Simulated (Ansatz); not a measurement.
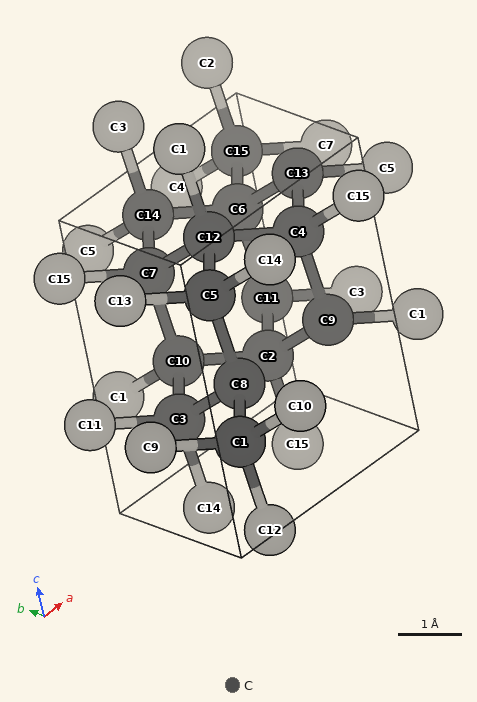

**Figure 1.** The input geometry (ball-and-stick view of the cell of the calculation, seen slightly off an axis; neighbours outside the cell are drawn fainter; atoms are numbered from 1 in the order of the input).

## Run report: C, geometry relaxation

System: C (defect cell, 15 atoms in the cell).
Method: DFT, PBE, plane waves, PAW, no spin polarisation (Ansatz 0.2.0).

The structure derives from an entry of the Crystallography Open Database. The run did not end well. Figures and captions count atoms from 1; the log counts them from 0 in places.

### Input
```yaml
crystal:
  lattice:
    - [-3.571475064, -3.571475064, 0.0]
    - [0.0, -3.571475064, 3.571475064]
    - [-3.571475064, 0.0, 3.571475064]
  atoms:
    - { symbol: C, position: [0.25, 0.25, 0.25] }
    - { symbol: C, position: [0.75, 0.75, 0.25] }
    - { symbol: C, position: [0.25, 0.75, 0.25] }
    - { symbol: C, position: [0.75, 0.25, 0.75] }
    - { symbol: C, position: [0.25, 0.25, 0.75] }
    - { symbol: C, position: [0.75, 0.75, 0.75] }
    - { symbol: C, position: [0.25, 0.75, 0.75] }
    - { symbol: C, position: [0.375, 0.375, 0.375] }
    - { symbol: C, position: [0.875, 0.375, 0.375] }
    - { symbol: C, position: [0.375, 0.875, 0.375] }
    - { symbol: C, position: [0.875, 0.875, 0.375] }
    - { symbol: C, position: [0.375, 0.375, 0.875] }
    - { symbol: C, position: [0.875, 0.375, 0.875] }
    - { symbol: C, position: [0.375, 0.875, 0.875] }
    - { symbol: C, position: [0.875, 0.875, 0.875] }
basis:
  ecutwfc: 420
kpoints:
  mp_grid: { grid: [4, 4, 4] }
hamiltonian:
  xc: pbe
scf:
  occupations: { method: gaussian, width: 0.05 }
  max_iter: 1
output:
  forces: true
  eigenvalues: true
  stress: true
relax:
  adjacent_minimum: "off"
  f_tol: 0.02
  max_steps: 50
```

Machine: 4 threads of Intel Xeon (Sapphire Rapids), 64 GiB of memory available, shared host.

Command:
```bash
ansatz run input.yaml --threads 4 --pin off --max-ram 9216MiB --backend cpu --events-out ev --progress --plain --runs-dir out
```

### The program's output
```
Warning: output.stress: scf.convergence.dr2_threshold = 1e-7 eV (the SCF's general default) is looser than the 1.5e-9 eV advised for a printed stress (1e-10 eV for each atom of the cell: 15). What an SCF threshold leaves in a stress goes as its square root, and in the free energy as the threshold itself, and one threshold admits the most on a small cell: of the crystals measured, under no hybrid functional and no lock of the moments, on runs that ended without the residual-converged pass, on stresses that held no estimate of that error, the worst erred by over 100 MPa in a component at 1e-7 eV an atom and by under 5 at 1e-10. Every solve of this run answers to scf.convergence.dr2_threshold, and the tensor of one is reported: a single SCF on the reported geometry and on this run's grids (its basis.xc_grid and basis.ecutrho_ratio typed), with scf.convergence.dr2_threshold at 1.5e-9 eV or tighter, prints it and tightens no other solve. Else set scf.convergence.dr2_threshold to 1.5e-9 eV or tighter. The threshold is an SCF's pass mark: one that does not reach it within its budget of iterations ends unconverged, or closes short of it on a stop that the run arms, and scf.convergence.dr2_threshold's page says what that costs each kind of run
The last accepted step is kept in [file] (removed where the run ends without a failure and the disk answers)
Engine: ansatz 0.2.0, x86_64-unknown-linux-gnu
Pseudopotentials: kind: paw
Pseudopotential: C, paw, valence charge 4, recommended cutoff 420 eV (normal), C.paw.azcp
Functional definition: PBE
  parameter kappa = 0.804
  parameter beta = 0.06672455060314922
  exchange = pbe_x(kappa = kappa, mu = beta*pi^2/3)
  correlation = pbe_c(beta = beta)
Crystal: 15 atoms, lattice volume = 91.111 Å³
Basis set: ecut = 420 eV, 1807 PW (Γ), exchange–correlation on 72×72×72 points (8 copies of the dense FFT grid, shifted against one another)
Bands: 45, of which v1, the nominal top of the filled ones, is band 30 counted from 1 (29 counted from 0)
Symmetry: 24 space group operations
Space group: F-43m (ITA 216), of the structure as read, at distance tolerance 4.5e-5 Å
k-points: 8 of 64 (time reversal used)
Non-local potential: C, projectors of the file, l = 0: 2, l = 1: 2, l = 2: 1
PAW form: soft (Blöchl's): semilocal exchange-correlation on the pseudo side does not see the compensation charge
PAW one-centre angular grid: C, 110 points (default); XC on 64 Gauss nodes
Initial density: superposition of atomic densities (neutral atoms: chi_scale 0, normalization atom), corrected by the library's trained network
Initial wavefunctions: pseudopotential atomic-orbital guess
Functional: x = pbe(κ = 0.804, μ = 0.2195149727645171), c = pbe(β = 0.06672455060314922)
SCF iter   1: F=—  HF=-3756.180926 eV  |F-HF|=—  |Δ(HF+E_count)|=         —  Δρ=6.52e-3  dr2=1.98e-2  ethr=1.77e-3  ⟨swp⟩=9.9  Hψ=3770  notcnv=0
preconditioner: auto → Resta (q_TF=auto, 2.545 Å⁻¹)  ε∞=4.5  [insulator: Δε(μ)=0.086 eV  Ē_g=16.000 eV  σ=0.050 eV  W_gap=0.77  n_scr=26 (ndim 8)  ℏωp=30.1 eV  f_vac=0.000  D(μ)=3.82/eV (n_scr^D=26)  ε∞_Penn≈4.5]
Error: did not converge after 1 iterations: dr2 = 1.98e-2 (threshold 1.00e-5), under the density mixer `msr1`, which `scf.mixing.algorithm: auto` chose by the deck's other keys (type `scf.mixing.algorithm: msr1` to keep it); raise `scf.max_iter`, which need not help a stalled SCF, or adjust the mixing (`scf.mixing`) or, under a smearing, its width (`scf.occupations.width`, in either direction: another width is another result); this SCF holds its density and magnetisation to the symmetry operations that it keeps, and cannot end on a state that breaks one of them: if the state sought breaks one, re-run with `crystal.symmetry.detect: false`, without `crystal.symmetry.time_reversal: true`, on a non-collinear deck whose state breaks time reversal, with `crystal.symmetry.time_reversal: false` beside it (there exact exchange or a DFT+U term alone can polarise the run; a magnetic state wants starting moments), where the deck allows it (that run may end on another state, and need not converge either); this run sums exchange and correlation on more points than the dense box has (`basis.xc_grid`), where a deck that converges on the dense box may not converge: try another level (where the key is left out runs that use forces, runs that use the stress, dielectric runs by a finite field, finite-displacement phonons, runs of phonons.displacement_patterns under a GGA or a meta-GGA, phonons by method: dfpt, dielectric runs by the response, runs on support functions, runs on PAW files under a meta-GGA or a hybrid on one, runs at kind: all_electron or under a hybrid on a GGA, runs under a text's formulas of a gradient, and runs on PAW files that evaluate rPW86 or Becke's exchange or LYP's correlation can take a finer level, which can go by the root key accuracy; a number is taken as typed), or, where it is served, `1`, the dense box, on which forces and the stress change with where the atoms sit on the grid; a lower level also moves a field's Born charges, by the response (dielectric, § Limitations, in the input reference) or by a finite field; under a meta-GGA, try another mixer (`scf.mixing.algorithm: anderson` or `broyden`); mind that the stability of the state on which such a run converges can go unchecked at the default of `scf.lower_state_search`; see `basis.xc_grid`, Limitations — the other mixer that `auto` picks from is left to try (`scf.mixing.algorithm: broyden`); it can need more iterations, either can converge an SCF that the other leaves open, and the two can end on different states; the input reference at `scf.mixing.algorithm` says more, and from which start to try it
```

### Outcome

| quantity | value |
| --- | --- |
| outcome | not converged |
| wall time | 0.55 s (CPU time 1.6 s) |
| peak memory | 0.37 GiB |

### What went wrong

This input holds a deliberate fault: too few SCF iterations. The cap is below what the field needs. The run did not converge: “did not converge after 1 iterations: dr2 = 1.98e-2 (threshold 1.00e-5), under the density mixer `msr1`, which `scf.mixing.algorithm: auto` chose by the deck's other keys (type `scf.mixing.algorithm: msr1` to keep it) …” Its last values are not results. The program warns: the SCF threshold is looser than advised for the printed stress.
